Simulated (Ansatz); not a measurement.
## Geometry relaxation of Cu₂₇O₁₄ (part 3 of 4)

Continued. System: Cu₂₇O₁₄ (defect cell, 41 atoms in the cell). Method: DFT, PBE, plane waves, PAW, spin-polarised (Ansatz 0.2.0); cutoff 420 eV, 1×1×1 k-mesh, Gaussian smearing of 0.02 eV, collinear spins. The structure derives from a Materials Project entry. It belongs to a series of runs on one base structure; here: Cu vacancy (site c), charge +0, atoms relaxed at the host's cell. The settings are looser than a standard set-up, so the numbers are not reference values.

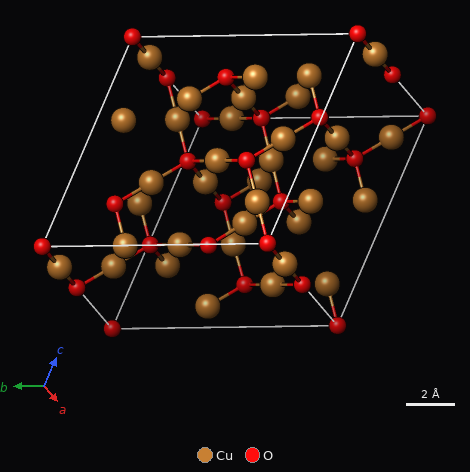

Figure 1. The geometry at step 2 of the log (ball-and-stick view of the cell of the calculation, seen at an oblique angle).

**Output, continued**
```
--- Relaxed structure (5 steps of the walk, 5 accepted, 0 SCFs on fresh bases) ---
  F+E_penalty+E_count = -186803.89526480 eV   max|allowed force component| = 1.043e-2 eV/Å
  atoms:
    - { symbol: Cu, position: [0.39245185777153063, 0.5686767884566768, 0.8568795192870459] }
    - { symbol: Cu, position: [0.2519900203504937, 1.00138192120438, 0.0020380617846383065] }
    - { symbol: Cu, position: [0.6779681877367651, 0.7145244141774919, 0.5690919369305829] }
    - { symbol: Cu, position: [0.5358899569988472, 0.14231433359026233, 0.7161870537794162] }
    - { symbol: Cu, position: [0.962070236813688, 0.8550908753130708, 0.2832948482995588] }
    - { symbol: Cu, position: [0.8216306200119929, 0.2882820709732172, 0.42881622663904934] }
    - { symbol: Cu, position: [0.4613230432602337, 0.3604350831612254, 0.28096798861546685] }
    - { symbol: Cu, position: [0.7526699404401294, 0.4960761807297829, 0.004572683716596443] }
    - { symbol: Cu, position: [0.6069778455366156, 0.9280206131645328, 0.14268659702181472] }
    - { symbol: Cu, position: [0.03475671501619598, 0.6421228221013725, 0.7106000940827617] }
    - { symbol: Cu, position: [0.8892356600673702, 0.06545553552108746, 0.8535097087082707] }
    - { symbol: Cu, position: [0.3247204327013504, 0.7914539534566977, 0.4317769004662171] }
    - { symbol: Cu, position: [0.17910431432759488, 0.21479038466709804, 0.5748146067390303] }
    - { symbol: Cu, position: [0.3230160565503926, 0.28962996764582133, 0.9357526228482379] }
    - { symbol: Cu, position: [0.6072062587175523, 0.42863309476134415, 0.6430772913500183] }
    - { symbol: Cu, position: [0.4667859498184797, 0.8604355268710007, 0.7881687165371196] }
    - { symbol: Cu, position: [0.8907654646941092, 0.5669673338156228, 0.34962579557593765] }
    - { symbol: Cu, position: [0.7469996585266139, 0.9960262595989341, 0.4971025545807368] }
    - { symbol: Cu, position: [0.1784863280875618, 0.7180589138358637, 0.06926986650838807] }
    - { symbol: Cu, position: [0.035520902177101986, 0.13870795759892365, 0.2160018260537915] }
    - { symbol: Cu, position: [0.529189569759958, 0.6346373048745755, 0.2105018836710206] }
    - { symbol: Cu, position: [0.8211685995371443, 0.7822872428298695, 0.9295057999636278] }
    - { symbol: Cu, position: [0.68465371640072, 0.22153548386451144, 0.0748652812657676] }
    - { symbol: Cu, position: [0.10699358311547852, 0.9284301155471442, 0.642661482608996] }
    - { symbol: Cu, position: [0.9623749391455553, 0.3550625914147413, 0.7800725010698433] }
    - { symbol: Cu, position: [0.39312447934761785, 0.07481815662830732, 0.35624315877502005] }
    - { symbol: Cu, position: [0.25135421137909886, 0.5016798049127005, 0.5051613667062853] }
    - { symbol: O, position: [0.3444784503252069, 0.42798279391688243, 0.14209475272472172] }
    - { symbol: O, position: [0.6443412784522793, 0.5674657126049014, 0.8596964700342452] }
    - { symbol: O, position: [0.5050396667503005, 1.0051375052570855, 1.0031713502455002] }
    - { symbol: O, position: [0.9274663974430711, 0.7121008633638817, 0.565878032963638] }
    - { symbol: O, position: [0.7858504180562167, 0.1408155950840686, 0.7127708349575959] }
    - { symbol: O, position: [0.21578081543802477, 0.8592627096943772, 0.28523986071013285] }
    - { symbol: O, position: [0.07279677195785966, 0.2856265640752619, 0.4301471345883563] }
    - { symbol: O, position: [0.7089519617065888, 0.8510023040676873, 0.28228041223854483] }
    - { symbol: O, position: [-0.0015934698045930464, -0.002289307419532557, 3.426648789116592e-5] }
    - { symbol: O, position: [0.8691469188093813, 0.42824943656573833, 0.1433139632858777] }
    - { symbol: O, position: [0.28646490053591195, 0.1447986741628906, 0.7194916132784] }
    - { symbol: O, position: [0.1410496063268492, 0.5710854260850043, 0.8551025886174917] }
    - { symbol: O, position: [0.569978351192162, 0.2897479283735626, 0.42643258096441966] }
    - { symbol: O, position: [0.4278963700205474, 0.7159045643519331, 0.5724055148179438] }
--- Löwdin populations: 41 sites ---
  site symbol       q [e]    m [muB]
     0     Cu     18.4508     0.0129
     1     Cu     18.4509     0.0129
     2     Cu     18.4508     0.0128
     3     Cu     18.4509     0.0128
     4     Cu     18.4509     0.0129
     5     Cu     18.4508     0.0130
     6     Cu     18.4184     0.0439
     7     Cu     18.4184     0.0438
     8     Cu     18.4304     0.0262
     9     Cu     18.4328     0.0269
    10     Cu     18.4156     0.0302
    11     Cu     18.4158     0.0301
    12     Cu     18.4328     0.0268
    13     Cu     18.4183     0.0438
    14     Cu     18.4301     0.0264
    15     Cu     18.4328     0.0268
    16     Cu     18.4183     0.0440
    17     Cu     18.4328     0.0269
    18     Cu     18.4159     0.0301
    19     Cu     18.4157     0.0303
    20     Cu     18.4184     0.0439
    21     Cu     18.4329     0.0269
    22     Cu     18.4184     0.0438
    23     Cu     18.4301     0.0264
    24     Cu     18.4156     0.0302
    25     Cu     18.4328     0.0269
    26     Cu     18.4155     0.0302
    27      O      6.9281     0.0272
    28      O      6.9440     0.0164
    29      O      6.9441     0.0163
    30      O      6.9441     0.0164
    31      O      6.9404     0.0152
    32      O      6.9404     0.0151
    33      O      6.9404     0.0152
    34      O      6.9441     0.0163
    35      O      6.9404     0.0152
    36      O      6.9283     0.0271
    37      O      6.9441     0.0164
    38      O      6.9404     0.0152
    39      O      6.9440     0.0164
    40      O      6.9404     0.0151
  spilling = 0.003752 (of n_electrons = 597.000000)
```

**File populations.tsv**
```
# site	symbol	l	j	q_up	q_dn
# orbitals = lowdin
# n_electrons = 597.000000
# spilling = 0.003752
0	Cu	0_3S	-	0.998879	0.998881
0	Cu	0_4S	-	0.387175	0.387572
0	Cu	1_3P	-	2.999587	2.999589
0	Cu	2_3D	-	4.846239	4.832891
1	Cu	0_3S	-	0.998880	0.998881
1	Cu	0_4S	-	0.387088	0.387478
1	Cu	1_3P	-	2.999587	2.999589
1	Cu	2_3D	-	4.846326	4.833044
2	Cu	0_3S	-	0.998880	0.998881
2	Cu	0_4S	-	0.387171	0.387560
2	Cu	1_3P	-	2.999587	2.999589
2	Cu	2_3D	-	4.846184	4.832985
3	Cu	0_3S	-	0.998880	0.998881
3	Cu	0_4S	-	0.387244	0.387635
3	Cu	1_3P	-	2.999587	2.999589
3	Cu	2_3D	-	4.846121	4.832918
4	Cu	0_3S	-	0.998880	0.998881
4	Cu	0_4S	-	0.387083	0.387472
4	Cu	1_3P	-	2.999587	2.999589
4	Cu	2_3D	-	4.846319	4.833051
5	Cu	0_3S	-	0.998879	0.998881
5	Cu	0_4S	-	0.387186	0.387581
5	Cu	1_3P	-	2.999587	2.999589
5	Cu	2_3D	-	4.846210	4.832841
6	Cu	0_3S	-	0.998875	0.998873
6	Cu	0_4S	-	0.397249	0.393387
6	Cu	1_3P	-	2.999411	2.999413
6	Cu	2_3D	-	4.835592	4.795580
7	Cu	0_3S	-	0.998876	0.998873
7	Cu	0_4S	-	0.397236	0.393388
7	Cu	1_3P	-	2.999411	2.999413
7	Cu	2_3D	-	4.835567	4.795642
8	Cu	0_3S	-	0.998906	0.998905
8	Cu	0_4S	-	0.391645	0.388695
8	Cu	1_3P	-	2.999436	2.999439
8	Cu	2_3D	-	4.838333	4.815088
9	Cu	0_3S	-	0.998899	0.998898
9	Cu	0_4S	-	0.391680	0.389937
9	Cu	1_3P	-	2.999434	2.999437
9	Cu	2_3D	-	4.839826	4.814706
10	Cu	0_3S	-	0.998955	0.998954
10	Cu	0_4S	-	0.383320	0.381353
10	Cu	1_3P	-	2.999439	2.999443
10	Cu	2_3D	-	4.841224	4.812958
11	Cu	0_3S	-	0.998955	0.998954
11	Cu	0_4S	-	0.383374	0.381420
11	Cu	1_3P	-	2.999440	2.999443
11	Cu	2_3D	-	4.841174	4.813003
12	Cu	0_3S	-	0.998900	0.998898
12	Cu	0_4S	-	0.391722	0.389985
12	Cu	1_3P	-	2.999434	2.999437
12	Cu	2_3D	-	4.839750	4.814668
13	Cu	0_3S	-	0.998874	0.998871
13	Cu	0_4S	-	0.397335	0.393402
13	Cu	1_3P	-	2.999411	2.999412
13	Cu	2_3D	-	4.835448	4.795536
14	Cu	0_3S	-	0.998906	0.998905
14	Cu	0_4S	-	0.391577	0.388610
14	Cu	1_3P	-	2.999435	2.999438
14	Cu	2_3D	-	4.838342	4.814872
15	Cu	0_3S	-	0.998901	0.998899
15	Cu	0_4S	-	0.391752	0.389943
15	Cu	1_3P	-	2.999435	2.999438
15	Cu	2_3D	-	4.839713	4.814709
16	Cu	0_3S	-	0.998874	0.998872
16	Cu	0_4S	-	0.397281	0.393310
16	Cu	1_3P	-	2.999411	2.999412
16	Cu	2_3D	-	4.835570	4.795579
17	Cu	0_3S	-	0.998900	0.998899
17	Cu	0_4S	-	0.391736	0.389924
17	Cu	1_3P	-	2.999435	2.999438
17	Cu	2_3D	-	4.839777	4.814706
18	Cu	0_3S	-	0.998954	0.998953
18	Cu	0_4S	-	0.383411	0.381402
18	Cu	1_3P	-	2.999439	2.999442
18	Cu	2_3D	-	4.841203	4.813085
19	Cu	0_3S	-	0.998954	0.998953
19	Cu	0_4S	-	0.383310	0.381299
19	Cu	1_3P	-	2.999439	2.999442
19	Cu	2_3D	-	4.841303	4.813009
20	Cu	0_3S	-	0.998875	0.998872
20	Cu	0_4S	-	0.397226	0.393319
20	Cu	1_3P	-	2.999411	2.999412
20	Cu	2_3D	-	4.835635	4.795600
21	Cu	0_3S	-	0.998900	0.998899
21	Cu	0_4S	-	0.391733	0.389950
21	Cu	1_3P	-	2.999435	2.999438
21	Cu	2_3D	-	4.839839	4.814682
22	Cu	0_3S	-	0.998876	0.998873
22	Cu	0_4S	-	0.397295	0.393398
22	Cu	1_3P	-	2.999411	2.999412
22	Cu	2_3D	-	4.835536	4.795601
23	Cu	0_3S	-	0.998905	0.998904
23	Cu	0_4S	-	0.391555	0.388600
23	Cu	1_3P	-	2.999435	2.999438
23	Cu	2_3D	-	4.838397	4.814904
24	Cu	0_3S	-	0.998955	0.998954
24	Cu	0_4S	-	0.383344	0.381353
24	Cu	1_3P	-	2.999440	2.999443
24	Cu	2_3D	-	4.841168	4.812991
25	Cu	0_3S	-	0.998900	0.998899
25	Cu	0_4S	-	0.391689	0.389916
25	Cu	1_3P	-	2.999435	2.999438
25	Cu	2_3D	-	4.839845	4.814705
26	Cu	0_3S	-	0.998956	0.998955
26	Cu	0_4S	-	0.383302	0.381304
26	Cu	1_3P	-	2.999440	2.999443
26	Cu	2_3D	-	4.841168	4.812974
27	O	0_2S	-	0.910893	0.910575
27	O	1_2P	-	2.566762	2.539906
28	O	0_2S	-	0.891128	0.891094
28	O	1_2P	-	2.589090	2.572682
29	O	0_2S	-	0.891167	0.891139
29	O	1_2P	-	2.589015	2.572735
30	O	0_2S	-	0.891118	0.891090
30	O	1_2P	-	2.589133	2.572738
31	O	0_2S	-	0.889236	0.889313
31	O	1_2P	-	2.588549	2.573305
32	O	0_2S	-	0.889317	0.889395
32	O	1_2P	-	2.588462	2.573257
33	O	0_2S	-	0.889247	0.889324
33	O	1_2P	-	2.588549	2.573293
34	O	0_2S	-	0.891172	0.891143
34	O	1_2P	-	2.589023	2.572713
35	O	0_2S	-	0.889315	0.889391
35	O	1_2P	-	2.588491	2.573222
36	O	0_2S	-	0.910857	0.910538
36	O	1_2P	-	2.566833	2.540023
37	O	0_2S	-	0.891078	0.891050
37	O	1_2P	-	2.589163	2.572774
38	O	0_2S	-	0.889281	0.889358
38	O	1_2P	-	2.588498	2.573267
39	O	0_2S	-	0.891110	0.891078
39	O	1_2P	-	2.589124	2.572707
40	O	0_2S	-	0.889240	0.889319
40	O	1_2P	-	2.588537	2.573341
```

**Trajectory as extended XYZ (Å, eV, eV/Å), 5 frames, from step=1 to step=5**
```
41
Lattice="4.2982 4.2982 -4.2982 0.0000 4.2982 8.5964 4.2982 -8.5964 0.0000" Properties=species:S:1:pos:R:3:forces:R:3 step=1 energy=-186803.53613
Cu    5.3728   -3.2237    3.2237    0.0053   0.0021  -0.0070
Cu    1.0746    5.3728    7.5219    0.0213  -0.0041  -0.0022
Cu    5.3728    1.0746    3.2237   -0.0247   0.0310  -0.0160
Cu    5.3728   -3.2237   -1.0746    0.0157  -0.0227   0.0140
Cu    5.3728    5.3728    3.2237   -0.0235   0.0007  -0.0039
Cu    5.3728    1.0746   -1.0746    0.0017  -0.0090   0.0084
Cu    3.2237    1.0746    1.0746   -0.9027   0.8181   0.6655
Cu    3.2237    5.3728    1.0746    0.8407  -0.8419  -0.7276
Cu    3.2237    5.3728    5.3728   -0.0057   0.0039   0.0010
Cu    3.2237   -3.2237    5.3728   -0.0082   0.0136   0.0239
Cu    7.5219   -3.2237   -3.2237   -0.0542  -0.0155  -0.0231
Cu    3.2237    1.0746    5.3728    0.0554   0.0170   0.0211
Cu    3.2237   -3.2237    1.0746    0.0081  -0.0140  -0.0300
Cu    5.3728   -5.3728    1.0746   -0.2536   0.3661  -0.3865
Cu    5.3728   -1.0746    1.0746    0.0015  -0.0009  -0.0047
Cu    5.3728   -1.0746    5.3728    0.0280  -0.0330   0.0130
Cu    5.3728    3.2237    1.0746   -0.1597   0.0305  -0.0717
Cu    5.3728    3.2237    5.3728   -0.0206   0.0278  -0.0077
Cu    1.0746    3.2237    5.3728   -0.0052   0.0217   0.0436
Cu    1.0746   -1.0746    1.0746    0.0056  -0.0194  -0.0449
Cu    3.2237    3.2237    3.2237   -0.9568  -0.7405  -0.8805
Cu    7.5219   -1.0746    3.2237   -0.0140  -0.0146  -0.0151
Cu    3.2237    3.2237   -1.0746    0.6813   0.5150   0.6301
Cu    3.2237   -1.0746    7.5219    0.0032   0.0003   0.0047
Cu    7.5219   -1.0746   -1.0746   -0.0344   0.0497   0.0107
Cu    3.2237   -1.0746   -1.0746    0.0151   0.0195   0.0224
Cu    3.2237   -1.0746    3.2237    0.0329  -0.0492  -0.0106
O     1.9899    2.1486    2.1299    1.9287  -0.5202   0.6719
O     6.4473   -2.1491    2.1491   -0.0405   0.1352   0.0308
O     6.4473   -2.1491    6.4473   -0.0735  -0.0053  -0.1218
O     6.4473    2.1491    2.1491    0.0998  -0.0455   0.0498
O     6.4473   -2.1491   -2.1491    0.0863  -0.0202  -0.0091
O     2.1491    2.1491    6.4473    0.0041   0.0216  -0.1089
O     2.1491   -2.1491    2.1491    0.0272   0.0990   0.0023
O     4.2982    4.2982    4.2982    0.0813   0.0009   0.1186
O     0.0000    0.0000    0.0000   -0.0086  -0.0344   0.0888
O     4.4032    4.2811   -0.0291   -1.2033   0.3386   0.0954
O     4.2982   -4.2982    0.0000   -0.0988   0.0861  -0.0455
O     4.2982   -4.2982    4.2982   -0.0211  -0.1002   0.0049
O     4.2982    0.0000    0.0000    0.0693  -0.1335  -0.0112
O     4.2982    0.0000    4.2982   -0.1033   0.0259   0.0072
41
Lattice="4.2982 4.2982 -4.2982 0.0000 4.2982 8.5964 4.2982 -8.5964 0.0000" Properties=species:S:1:pos:R:3:forces:R:3 step=2 energy=-186803.73153
Cu    5.3769   -3.2274    3.2165    0.0027   0.0084  -0.0106
Cu    1.0821    5.3750    7.5227    0.0168  -0.0011  -0.0087
Cu    5.3661    1.0828    3.2205   -0.0058   0.0207  -0.0066
Cu    5.3772   -3.2299   -1.0720    0.0023  -0.0170   0.0055
Cu    5.3642    5.3693    3.2199   -0.0183  -0.0003   0.0056
Cu    5.3694    1.0763   -1.0664   -0.0004  -0.0116   0.0120
Cu    3.2134    1.0933    1.0895   -0.6274   0.5601   0.4639
Cu    3.2357    5.3521    1.0606    0.5877  -0.5754  -0.5123
Cu    3.2228    5.3717    5.3705   -0.0020   0.0011   0.0001
Cu    3.2200   -3.2174    5.3694   -0.0092   0.0116   0.0197
Cu    7.5171   -3.2301   -3.2313   -0.0433  -0.0096  -0.0259
Cu    3.2274    1.0818    5.3793    0.0441   0.0104   0.0265
Cu    3.2256   -3.2284    1.0780    0.0088  -0.0119  -0.0217
Cu    5.3872   -5.3813    1.0803   -0.2088   0.2714  -0.2855
Cu    5.3740   -1.0761    1.0749    0.0010  -0.0010  -0.0027
Cu    5.3794   -1.0690    5.3748    0.0192  -0.0253   0.0117
Cu    5.3554    3.2319    1.0692   -0.0644  -0.0117  -0.0188
Cu    5.3650    3.2177    5.3683   -0.0162   0.0245  -0.0095
Cu    1.0699    3.2296    5.3770   -0.0041   0.0263   0.0402
Cu    1.0780   -1.0801    1.0704    0.0041  -0.0247  -0.0406
Cu    3.2080    3.2132    3.2049   -0.6715  -0.5319  -0.6130
Cu    7.5285   -1.0814    3.2140   -0.0165  -0.0157  -0.0132
Cu    3.2379    3.2324   -1.0610    0.4479   0.3443   0.4134
Cu    3.2231   -1.0737    7.5223    0.0019  -0.0007   0.0025
Cu    7.5152   -1.0708   -1.0781   -0.0326   0.0434   0.0027
Cu    3.2172   -1.0686   -1.0640    0.0167   0.0180   0.0165
Cu    3.2286   -1.0776    3.2270    0.0315  -0.0438  -0.0030
O     2.0234    2.1393    2.1465    1.3905  -0.3537   0.4810
O     6.4574   -2.1588    2.1359   -0.0184   0.0861   0.0102
O     6.4579   -2.1406    6.4515   -0.0363   0.0045  -0.0795
O     6.4412    2.1581    2.1436    0.0745  -0.0238   0.0250
O     6.4465   -2.1529   -2.1535    0.0693  -0.0009  -0.0108
O     2.1455    2.1541    6.4508    0.0128   0.0181  -0.0722
O     2.1507   -2.1506    2.1529    0.0195   0.0680  -0.0038
O     4.2863    4.2874    4.2898    0.0401  -0.0095   0.0798
O     0.0030   -0.0046   -0.0042   -0.0123  -0.0197   0.0653
O     4.3864    4.2960   -0.0322   -0.8750   0.2814   0.0589
O     4.3030   -4.3049    0.0060   -0.0676   0.0425  -0.0198
O     4.2948   -4.2965    4.2952   -0.0194  -0.0678   0.0064
O     4.2901    0.0071    0.0148    0.0350  -0.0856   0.0017
O     4.2975    0.0047    4.3015   -0.0763   0.0020   0.0105
41
Lattice="4.2982 4.2982 -4.2982 0.0000 4.2982 8.5964 4.2982 -8.5964 0.0000" Properties=species:S:1:pos:R:3:forces:R:3 step=3 energy=-186803.87679
Cu    5.3843   -3.2321    3.1963   -0.0187   0.0006  -0.0007
Cu    1.0984    5.3773    7.5210   -0.0118  -0.0133  -0.0005
Cu    5.3580    1.0961    3.2187    0.0137  -0.0124   0.0229
Cu    5.3823   -3.2424   -1.0703   -0.0087   0.0059  -0.0212
Cu    5.3448    5.3639    3.2168    0.0116   0.0132   0.0014
Cu    5.3612    1.0780   -1.0452    0.0146   0.0075   0.0012
Cu    3.1953    1.1336    1.1265    0.1722  -0.1990  -0.1930
Cu    3.2589    5.3149    1.0232   -0.1955   0.2148   0.1957
Cu    3.2202    5.3671    5.3648    0.0021  -0.0009  -0.0003
Cu    3.2132   -3.2012    5.3635    0.0013  -0.0049  -0.0044
Cu    7.5006   -3.2410   -3.2559   -0.0126   0.0070  -0.0128
Cu    3.2424    1.0944    5.4046    0.0107  -0.0104   0.0169
Cu    3.2292   -3.2443    1.0845    0.0014   0.0023   0.0055
Cu    5.4146   -5.3999    1.0927   -0.0327   0.0195  -0.0120
Cu    5.3754   -1.0782    1.0755   -0.0006   0.0006   0.0020
Cu    5.3951   -1.0640    5.3815   -0.0092   0.0078  -0.0011
Cu    5.3254    3.2508    1.0584   -0.0019   0.0389  -0.0494
Cu    5.3451    3.2093    5.3560    0.0082  -0.0074   0.0011
Cu    1.0623    3.2511    5.3938    0.0000   0.0167   0.0208
Cu    1.0830   -1.1002    1.0543   -0.0023  -0.0194  -0.0188
Cu    3.1786    3.1862    3.1656    0.2759   0.2836   0.2908
Cu    7.5382   -1.0980    3.1884    0.0022   0.0054   0.0091
Cu    3.2610    3.2534   -1.0375   -0.0351  -0.0385  -0.0500
Cu    3.2233   -1.0745    7.5238   -0.0024   0.0026  -0.0026
Cu    7.4950   -1.0528   -1.0881   -0.0070   0.0167  -0.0064
Cu    3.2064   -1.0518   -1.0351    0.0007  -0.0073  -0.0134
Cu    3.2443   -1.0952    3.2365    0.0075  -0.0186   0.0100
O     2.1114    2.1216    2.1853   -0.4291  -0.1584  -0.0330
O     6.4786   -2.1798    2.1007   -0.0115  -0.0142   0.0031
O     6.4832   -2.1247    6.4597    0.0183  -0.0276   0.0016
O     6.4319    2.1776    2.1325   -0.0174  -0.0064   0.0084
O     6.4428   -2.1543   -2.1673    0.0126  -0.0008   0.0128
O     2.1428    2.1684    6.4652   -0.0030  -0.0082  -0.0124
O     2.1541   -2.1592    2.1590   -0.0163   0.0182  -0.0095
O     4.2561    4.2627    4.2708   -0.0160   0.0228  -0.0106
O     0.0047   -0.0163   -0.0172    0.0025   0.0068   0.0204
O     4.3400    4.3378   -0.0425    0.2671  -0.1510  -0.1460
O     4.3118   -4.3243    0.0193    0.0095   0.0077  -0.0122
O     4.2866   -4.2880    4.2895    0.0191  -0.0193   0.0012
O     4.2713    0.0250    0.0530    0.0022   0.0130  -0.0018
O     4.2977    0.0062    4.3142   -0.0217   0.0065  -0.0123
```
